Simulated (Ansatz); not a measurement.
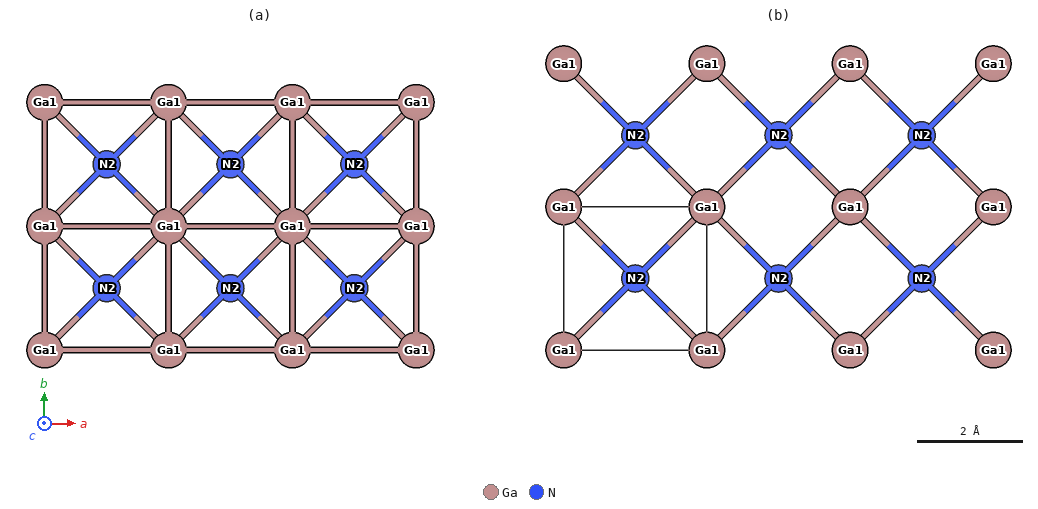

The structure of a crystal of GaN (built on the CsCl type) before (left) and after (right) a relaxation, at one scale.

The picture is a ball-and-stick view of the cell of the calculation, repeated 3 × 2 × 1 with one cell outlined, seen along the c axis.

All numbers below come from DFT, PBE, plane waves, PAW (Ansatz 0.2.0). (plane-wave cutoff 420 eV; k-point mesh 10 × 10 × 10; occupations fermi dirac; smearing width 0.02 eV; no spin polarisation; cell and atoms relaxed; force threshold 0.005 eV/Å)

Question: What changed between the two?

Answer: The energy falls by 2.612 eV per cell of the calculation in 8 accepted moves (10 points after the start). All forces vanish by symmetry, so only the cell relaxes. The pressure goes from 172.89 to −0.04 GPa. The SCF was repeated twice at an unchanged geometry on a basis and grid sized afresh for the cell, which shifted the energy by 0.153 eV per cell of the calculation at most. No atom moves by more than 0.005 Å relative to the cell. Cell: a = b = c 2.374 → 2.745 Å (+15.6 %). Volume +54.6 %. Near-neighbour distances that change, for instance: Ga1–Ga1 2.374 → 2.745 Å, Ga1–N2 2.056 → 2.377 Å. The space group stays Pm-3m (No. 221).
